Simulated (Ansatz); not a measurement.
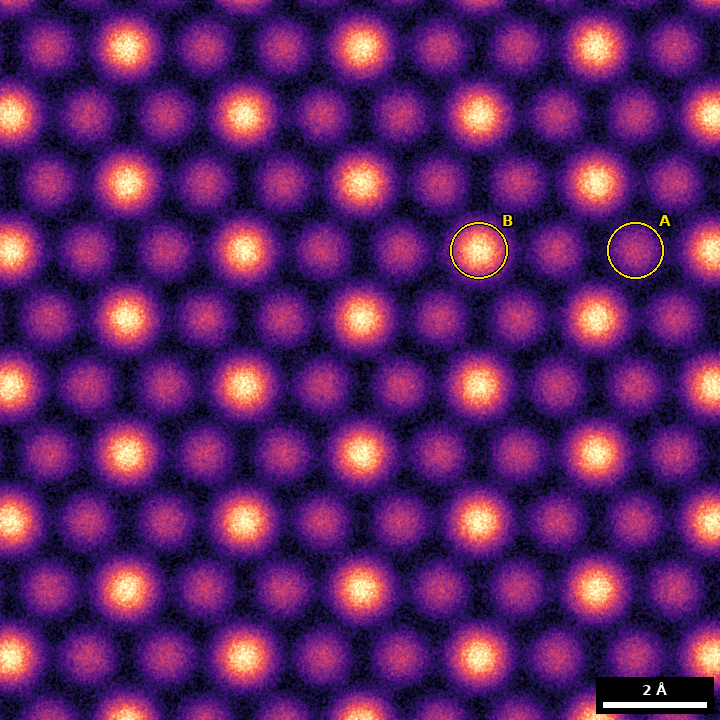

HAADF-like image of Zn (P6_3/mmc, No. 194) along [001]. Simulation: incoherent imaging, intensity Z^1.7 per atom, probe width 0.89 Å, thin sample. The display is stretched by a gamma of 0.8; percentages refer to the linear signal. Shot noise was added. Structure: the geometry relaxed with DFT PBE, scalar-relativistic, plane waves, PAW (Ansatz 0.2.0); the starting structure was generated, so it need not be a known form of this composition.

```
Zn
1.0
     2.63422    0.00000    0.00000
    -1.31711    2.28130    0.00000
     0.00000    0.00000   10.23310
Zn
4
Direct
  0.00000 0.00000 0.00000
  0.33333 0.66667 0.25000
  0.00000 0.00000 0.50000
  0.66667 0.33333 0.75000
```

**Assign the marked columns.**

A: Zn (1 Zn per 10.23 Å along the beam; about 45 % of the brightest peak). B: Zn (2 Zn per 10.23 Å along the beam; the brightest kind). Brightness is counted from the darkest point of the image.
